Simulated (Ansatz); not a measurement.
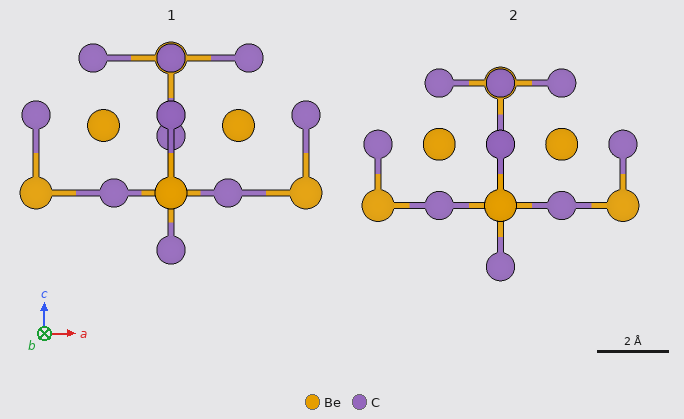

Two geometries of solid Be₂C₃ (a generated structure, set up in Fm-3m) (coarse preliminary run), drawn at one scale. One is the start of a relaxation, the other its converged end. Style: ball-and-stick. Shown: the atoms within 4.2 Å of the atom that moves most (axes of the conventional cell (4 times the calculation's cell)), along the b axis. Lengths and directions refer to the drawn axes.

Level of theory: DFT PBE, scalar-relativistic, plane waves, PAW (Ansatz 0.2.0). (plane-wave cutoff 420 eV; k-point mesh 4 × 4 × 4; occupations gaussian; smearing width 0.1 eV; no spin polarisation; cell and atoms relaxed; force threshold 0.04 eV/Å; at most 70 steps)

Which geometry has the lower energy?

Answer. Structure 2 is the relaxed one. After 3 accepted moves (4 points after the start) the energy has fallen by 4.646 eV per cell of the calculation. The largest force component goes from 2.7 to 0.0034 eV/Å. Pressure: −12.13 GPa at the start and −0.15 GPa at the end. The SCF was repeated once at an unchanged geometry on a basis and grid sized afresh for the cell, which shifted the energy by 13.8 meV per cell of the calculation at most. The largest moves relative to the cell, 0.27 Å, are those of C atoms. Be stays in place. The drawn cell changes as follows: a = b = c 7.710 → 6.994 Å (−9.3 %); the volume changes by −25.3 %. Among the contacts that change: Be–C 2.226 → 1.749 Å, Be–C 1.628 → 1.748 Å. The space group (tolerance 0.01 Å) goes from Fm-3m (No. 225) to Pm-3m (No. 221). The run took 17 s on 1 thread of Arm Neoverse N1, on a shared host, peak memory 0.35 GiB.
